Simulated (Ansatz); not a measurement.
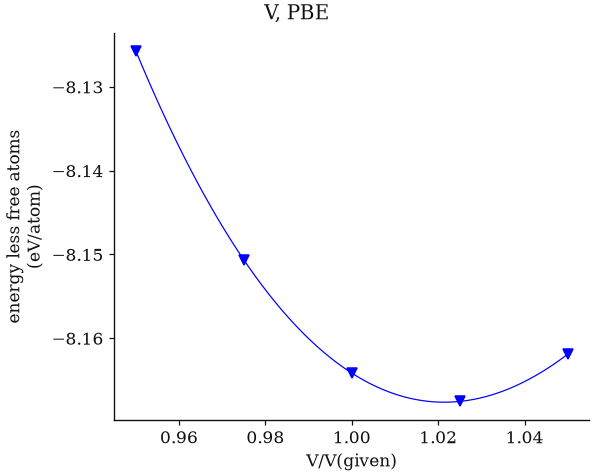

The plot gives the computed energy less free atoms against V/V(given) for V, space group Fm-3m (No. 225).

Starting cell:
```yaml
crystal:
  lattice:
    - [0.00000, 1.89500, 1.89500]
    - [1.89500, 0.00000, 1.89500]
    - [1.89500, 1.89500, 0.00000]
  atoms:
    - { symbol: V, position: [0.00000, 0.00000, 0.00000] }
```

Computed with Ansatz 0.2.0: periodic Kohn-Sham DFT of a crystal at fixed atoms, scaled to the stated factor times the given cell; pressure positive in compression, energy less spherical unpolarised free atoms. Level: PBE, collinear spin. The state reached is without moments.

```
           setting              value
            method  all-electron LAPW
        relativity             scalar
            k mesh           16×16×16
       occupations        Fermi–Dirac
    smearing width            0.05 eV
basis error target       1 (meV/atom)
           nucleus           Gaussian
```

V(given) is 13.61 Å³/atom.

From this curve and the settings, what does the calculation give for the pressure at the same points?

The pressure falls from 14.6 GPa at V/V(given) 0.950 to −4.6 GPa at 1.050, and changes sign near 1.022.

```json
{"V/V(given)": "0.950", "pressure (GPa)": "14.6"}
{"V/V(given)": "0.975", "pressure (GPa)": "9.0"}
{"V/V(given)": "1.000", "pressure (GPa)": "3.9"}
{"V/V(given)": "1.025", "pressure (GPa)": "-0.6"}
{"V/V(given)": "1.050", "pressure (GPa)": "-4.6"}
```
